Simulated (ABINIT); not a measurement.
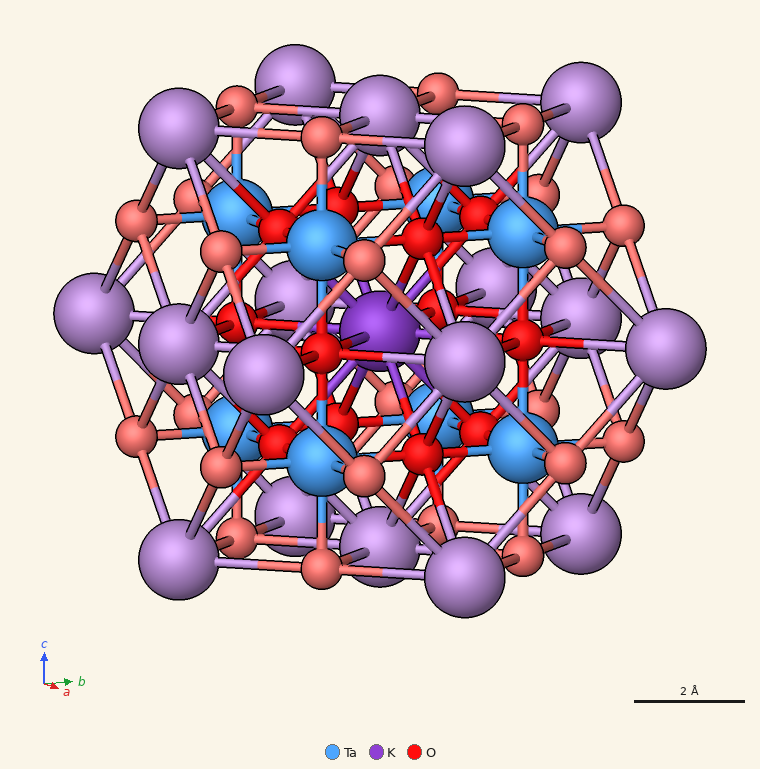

Fig. 1: The input geometry (ball-and-stick view of the cell of the calculation, seen slightly off an axis; neighbours outside the cell are drawn fainter).

## KTaO3: oneshot calculation (part 1 of 2)

KTaO3 (5 atoms in the cell), computed with Kohn-Sham DFT of a periodic cell, LDA, PseudoDojo NC SR LDA v0.4.1 standard, no spin polarisation (ABINIT 10.8.3).

The structure derives from an entry of the Crystallography Open Database.

### The program's output
```
.Version 10.8.3 of ABINIT
 DATASET    1 : space group Pm -3 m (#221); Bravais cP (primitive cubic)
================================================================================
 Values of the parameters that define the memory need for DATASET  1.
     intxc =       0    ionmov =       0      iscf =       7    lmnmax =       8
     lnmax =       8     mgfft =      45  mpssoang =       4    mqgrid =    3001
     natom =       5  nloc_mem =       1    nspden =       1   nspinor =       1
    nsppol =       1      nsym =      48    n1xccc =    2501    ntypat =       3
    occopt =       1   xclevel =       1
       mpw =        4260          nfft =       91125          nkpt =          10
================================================================================
================================================================================

 DATASET    2 : space group Pm -3 m (#221); Bravais cP (primitive cubic)
================================================================================
 Values of the parameters that define the memory need for DATASET  2.
     intxc =       0    ionmov =       0      iscf =      -2    lmnmax =       8
     lnmax =       8     mgfft =      45  mpssoang =       4    mqgrid =    3001
     natom =       5  nloc_mem =       1    nspden =       1   nspinor =       1
    nsppol =       1      nsym =      48    n1xccc =    2501    ntypat =       3
    occopt =       1   xclevel =       1
       mpw =        4260          nfft =       91125          nkpt =          10
================================================================================
================================================================================

 DATASET    3 : space group Pm -3 m (#221); Bravais cP (primitive cubic)
================================================================================
 Values of the parameters that define the memory need for DATASET  3.
     intxc =       0    ionmov =       0      iscf =       7    lmnmax =       8
     lnmax =       8     mgfft =      45  mpssoang =       4    mqgrid =    3001
     natom =       5  nloc_mem =       1    nspden =       1   nspinor =       1
    nsppol =       1      nsym =      48    n1xccc =    2501    ntypat =       3
    occopt =       1   xclevel =       0
       mpw =        4260          nfft =       91125          nkpt =          10
================================================================================
================================================================================

--------------------------------------------------------------------------------
------------- Echo of variables that govern the present computation ------------
--------------------------------------------------------------------------------
 -outvars: echo values of preprocessed input variables --------
            acell      7.5367947080E+00  7.5367947080E+00  7.5367947080E+00 Bohr
              amu      1.80947900E+02  3.90983000E+01  1.59994000E+01
           diemac      6.00000000E+00
             ecut      3.50000000E+01 Hartree
         ecutsigx1     0.00000000E+00 Hartree
         ecutsigx2     0.00000000E+00 Hartree
         ecutsigx3     3.50000000E+01 Hartree
          ecutwfn1     0.00000000E+00 Hartree
          ecutwfn2     0.00000000E+00 Hartree
          ecutwfn3     3.50000000E+01 Hartree
            fftgw1         21
            fftgw2         21
            fftgw3          1
           getden1          0
           getden2          1
           getden3          1
           getwfk1          0
           getwfk2          0
           getwfk3          2
        gwcalctyp1          0
        gwcalctyp2          0
        gwcalctyp3          5
             iscf1          7
             iscf2         -2
             iscf3          7
              ixc           7
        ixc_sigma1          1
        ixc_sigma2          1
        ixc_sigma3         40
           jdtset        1    2    3
                       outvar_i_n : Printing only first  50 k-points.
         kptrlatt        4    0    0      0    4    0      0    0    4
          kptrlen      3.01471788E+01
            natom           5
            nband1         20
            nband2         32
            nband3         28
          nbandhf          20
           nbdbuf1          0
           nbdbuf2          4
           nbdbuf3          0
           ndtset           3
            ngfft          45      45      45
             nkpt          10
           nkpthf          64
          npwsigx1          0
          npwsigx2          0
          npwsigx3       4169
            nstep1         80
            nstep2        120
            nstep3         80
             nsym          48
           ntypat           3
        optdriver1          0
        optdriver2          0
        optdriver3          4
           prtden1          1
           prtden2          0
           prtden3          1
        prtebands           0
           prteig           0
            prtwf1          0
            prtwf2          1
            prtwf3          1
          spgroup         221
           tolvrs1     1.00000000E-12
           tolvrs2     0.00000000E+00
           tolvrs3     0.00000000E+00
           tolwfr1     0.00000000E+00
           tolwfr2     1.00000000E-12
           tolwfr3     0.00000000E+00
            typat      1  2  3  3  3
          usefock1          0
          usefock2          0
          usefock3          1
           xangst      0.0000000000E+00  0.0000000000E+00  0.0000000000E+00
                       1.9941500000E+00  1.9941500000E+00  1.9941500000E+00
                       0.0000000000E+00  0.0000000000E+00  1.9941500000E+00
                       0.0000000000E+00  1.9941500000E+00  0.0000000000E+00
                       1.9941500000E+00  0.0000000000E+00  0.0000000000E+00
            xcart      0.0000000000E+00  0.0000000000E+00  0.0000000000E+00
                       3.7683973540E+00  3.7683973540E+00  3.7683973540E+00
                       0.0000000000E+00  0.0000000000E+00  3.7683973540E+00
                       0.0000000000E+00  3.7683973540E+00  0.0000000000E+00
                       3.7683973540E+00  0.0000000000E+00  0.0000000000E+00
             xred      0.0000000000E+00  0.0000000000E+00  0.0000000000E+00
                       5.0000000000E-01  5.0000000000E-01  5.0000000000E-01
                       0.0000000000E+00  0.0000000000E+00  5.0000000000E-01
                       0.0000000000E+00  5.0000000000E-01  0.0000000000E+00
                       5.0000000000E-01  0.0000000000E+00  0.0000000000E+00
            znucl       73.00000   19.00000    8.00000

================================================================================

 chkinp: Checking input parameters for consistency, jdtset=   1.

 chkinp: Checking input parameters for consistency, jdtset=   2.

 chkinp: Checking input parameters for consistency, jdtset=   3.

================================================================================
== DATASET  1 ==================================================================

--- !DatasetInfo
iteration_state: {dtset: 1, }
dimensions: {natom: 5, nkpt: 10, mband: 20, nsppol: 1, nspinor: 1, nspden: 1, mpw: 4260, }
cutoff_energies: {ecut:  35.0, pawecutdg:  -1.0, }
electrons: {nelect:   4.00000000E+01, charge:   0.00000000E+00, occopt:   1.00000000E+00, tsmear:   1.00000000E-02, }
meta: {optdriver: 0, ionmov: 0, optcell: 0, iscf: 7, paral_kgb: 0, }
...

 Exchange-correlation functional for the present dataset will be:
  LDA: Perdew-Wang 92 LSD fit to Ceperley-Alder data - ixc=7
  J.P.Perdew and Y.Wang, PRB 45, 13244 (1992)

 Real(R)+Recip(G) space primitive vectors, cartesian coordinates (Bohr,Bohr^-1):
 R(1)=  7.5367947  0.0000000  0.0000000  G(1)=  0.1326824  0.0000000  0.0000000
 R(2)=  0.0000000  7.5367947  0.0000000  G(2)=  0.0000000  0.1326824  0.0000000
 R(3)=  0.0000000  0.0000000  7.5367947  G(3)=  0.0000000  0.0000000  0.1326824
 Unit cell volume ucvol=  4.2811462E+02 bohr^3
 Angles (23,13,12)=  9.00000000E+01  9.00000000E+01  9.00000000E+01 degrees

 getcut: wavevector=  0.0000  0.0000  0.0000  ngfft=  45  45  45
         ecut(hartree)=     35.000   => boxcut(ratio)=   2.19213

--- Pseudopotential description ------------------------------------------------
- pspini: atom type   1  psp file is ./Ta.upf
  73.00000  13.00000  180309                  znucl, zion, pspdat
12 -1012 3 -1 1432                            pspcod,pspxc,lmax,lloc,mmax
     nproj     2     2     2     2

- pspini: atom type   2  psp file is ./K.upf
  19.00000   9.00000  180309                  znucl, zion, pspdat
12 -1012 2 -1 2170                            pspcod,pspxc,lmax,lloc,mmax
     nproj     2     2     2     0

- pspini: atom type   3  psp file is ./O.upf
   8.00000   6.00000  201201                  znucl, zion, pspdat
12 -1012 2 -1 926                             pspcod,pspxc,lmax,lloc,mmax
     nproj     2     2     1     0

   1.94788114E+03                                ecore*ucvol(ha*bohr**3)
--------------------------------------------------------------------------------

================================================================================

--- !BeginCycle
iteration_state: {dtset: 1, }
solver: {iscf: 7, nstep: 80, nline: 4, wfoptalg: 0, }
tolerances: {tolvrs: 1.00E-12, }
...

     iter   Etot(hartree)      deltaE(h)  residm     vres2
 ETOT  1  -144.40163638282    -1.444E+02 2.826E-01 8.746E+02
 ETOT  2  -144.41421833893    -1.258E-02 3.029E-02 1.358E+03
 ETOT  3  -144.85015106013    -4.359E-01 1.484E-02 1.393E+02
 ETOT  4  -144.87389226858    -2.374E-02 1.119E-03 4.370E+01
 ETOT  5  -144.88431754946    -1.043E-02 6.329E-05 7.052E-01
 ETOT  6  -144.88438417130    -6.662E-05 1.044E-05 5.985E-01
 ETOT  7  -144.88451303593    -1.289E-04 1.597E-06 1.541E-02
 ETOT  8  -144.88451653527    -3.499E-06 3.285E-07 1.848E-03
 ETOT  9  -144.88451682886    -2.936E-07 3.475E-08 4.913E-05
 ETOT 10  -144.88451684588    -1.702E-08 8.314E-09 2.914E-07
 ETOT 11  -144.88451684624    -3.591E-10 1.023E-09 2.056E-07
 ETOT 12  -144.88451684629    -5.198E-11 2.393E-10 9.409E-09
 ETOT 13  -144.88451684630    -1.373E-11 2.990E-11 6.792E-10
 ETOT 14  -144.88451684631    -5.826E-12 6.796E-12 1.766E-11
 ETOT 15  -144.88451684630     6.679E-12 6.977E-13 3.428E-12
 ETOT 16  -144.88451684631    -2.473E-12 1.561E-13 1.295E-12
 ETOT 17  -144.88451684631    -1.734E-12 1.814E-14 3.670E-14

 At SCF step   17       vres2   =  3.67E-14 < tolvrs=  1.00E-12 =>converged.

 Cartesian components of stress tensor (hartree/bohr^3)
  sigma(1 1)=  3.03657129E-04  sigma(3 2)=  0.00000000E+00
  sigma(2 2)=  3.03657129E-04  sigma(3 1)=  0.00000000E+00
  sigma(3 3)=  3.03657129E-04  sigma(2 1)=  0.00000000E+00

--- !ResultsGS
iteration_state: {dtset: 1, }
comment   : Summary of ground state results
lattice_vectors:
- [  7.5367947,   0.0000000,   0.0000000, ]
- [  0.0000000,   7.5367947,   0.0000000, ]
- [  0.0000000,   0.0000000,   7.5367947, ]
lattice_lengths: [   7.53679,    7.53679,    7.53679, ]
lattice_angles: [ 90.000,  90.000,  90.000, ] # degrees, (23, 13, 12)
lattice_volume:   4.2811462E+02
convergence: {deltae: -1.734E-12, res2:  3.670E-14, residm:  1.814E-14, diffor: null, }
etotal    :  -1.44884517E+02
entropy   :   0.00000000E+00
fermie    :   1.94172436E-01
cartesian_stress_tensor: # hartree/bohr^3
- [  3.03657129E-04,   0.00000000E+00,   0.00000000E+00, ]
- [  0.00000000E+00,   3.03657129E-04,   0.00000000E+00, ]
- [  0.00000000E+00,   0.00000000E+00,   3.03657129E-04, ]
pressure_GPa:  -8.9339E+00
xred      :
- [  0.0000E+00,   0.0000E+00,   0.0000E+00, Ta]
- [  5.0000E-01,   5.0000E-01,   5.0000E-01,  K]
- [  0.0000E+00,   0.0000E+00,   5.0000E-01,  O]
- [  0.0000E+00,   5.0000E-01,   0.0000E+00,  O]
- [  5.0000E-01,   0.0000E+00,   0.0000E+00,  O]
cartesian_forces: # hartree/bohr
- [ -0.00000000E+00,  -0.00000000E+00,  -0.00000000E+00, ]
- [ -0.00000000E+00,  -0.00000000E+00,  -0.00000000E+00, ]
- [ -0.00000000E+00,  -0.00000000E+00,  -0.00000000E+00, ]
- [ -0.00000000E+00,  -0.00000000E+00,  -0.00000000E+00, ]
- [ -0.00000000E+00,  -0.00000000E+00,  -0.00000000E+00, ]
force_length_stats: {min:   0.00000000E+00, max:   0.00000000E+00, mean:   0.00000000E+00, }
...

 Integrated electronic density in atomic spheres:
 ------------------------------------------------
 Atom  Sphere_radius  Integrated_density
    1        2.00000          9.07244610
    2        2.00000          6.92579136
    3        2.00000          6.29380205
    4        2.00000          6.29380205
    5        2.00000          6.29380205
================================================================================

 ----iterations are completed or convergence reached----

 Mean square residual over all n,k,spin=   18.696E-17; max=  18.137E-15
 reduced coordinates (array xred) for    5 atoms
       0.000000000000      0.000000000000      0.000000000000
       0.500000000000      0.500000000000      0.500000000000
       0.000000000000      0.000000000000      0.500000000000
       0.000000000000      0.500000000000      0.000000000000
       0.500000000000      0.000000000000      0.000000000000
 rms dE/dt=  0.0000E+00; max dE/dt=  0.0000E+00; dE/dt below (all hartree)
    1       0.000000000000      0.000000000000      0.000000000000
    2       0.000000000000      0.000000000000      0.000000000000
    3       0.000000000000      0.000000000000      0.000000000000
    4       0.000000000000      0.000000000000      0.000000000000
    5       0.000000000000      0.000000000000      0.000000000000

 cartesian coordinates (angstrom) at end:
    1      0.00000000000000     0.00000000000000     0.00000000000000
    2      1.99415000000000     1.99415000000000     1.99415000000000
    3      0.00000000000000     0.00000000000000     1.99415000000000
    4      0.00000000000000     1.99415000000000     0.00000000000000
    5      1.99415000000000     0.00000000000000     0.00000000000000

 cartesian forces (hartree/bohr) at end:
    1     -0.00000000000000    -0.00000000000000    -0.00000000000000
    2     -0.00000000000000    -0.00000000000000    -0.00000000000000
    3     -0.00000000000000    -0.00000000000000    -0.00000000000000
    4     -0.00000000000000    -0.00000000000000    -0.00000000000000
    5     -0.00000000000000    -0.00000000000000    -0.00000000000000
 frms,max,avg= 0.0000000E+00 0.0000000E+00   0.000E+00  0.000E+00  0.000E+00 h/b
```
